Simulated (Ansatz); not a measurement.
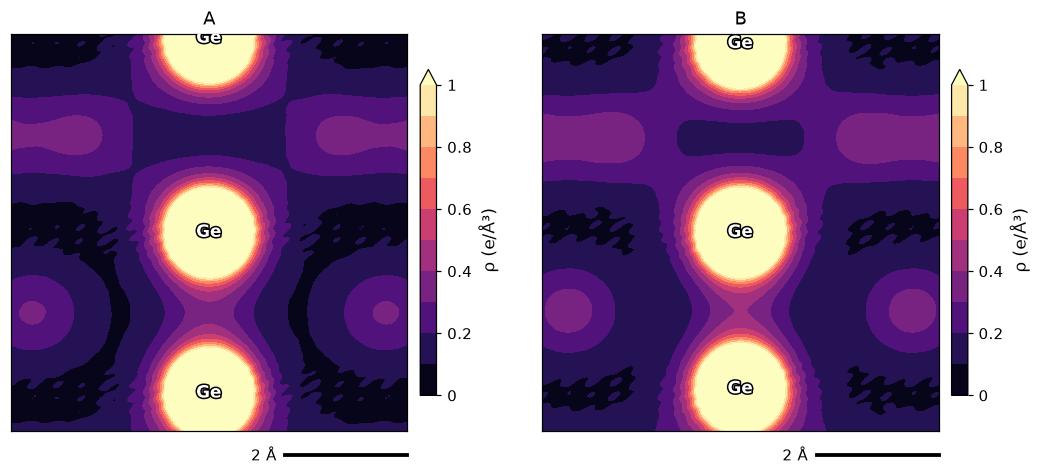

Ge. The valence pseudo-density of two cells that differ in size, on the (101̄) plane of each (indices in the axes of the calculation cell), at one length scale and on one colour scale; one has 18.3 and the other 19.8 Å³ an atom.

Level of theory: Kohn-Sham DFT of a periodic cell, PBE, Ansatz PAW in Ansatz.

The density is the valence pseudo-density of a PAW calculation; it isn't the true density close to the nuclei.

The larger cell:

```
Ge
1.0
     0.00000    2.90485    5.14954
     2.64792    0.00000    5.14954
     2.64792    2.90485    0.00000
Ge
4
Cartesian
  2.6479 4.2207 5.1495
  2.6479 1.5890 5.1495
  2.6479 2.9049 2.2465
  2.6479 2.9049 8.0525
```

The smaller cell: a = 5.754 Å, b = 5.635 Å, c = 3.825 Å, α = 72.06°, β = 68.71°, γ = 39.23°.

Question: Which is the denser cell? Describe the effect of the change.

Answer: Panel B is the smaller cell, by 8 % in volume. From the larger cell to the smaller, Ge–Ge goes from 2.63 to 2.56 Å, and the density at its midpoint from 0.37 to 0.4 e/Å³; the pressure goes from −1.2 to 4.8 GPa.
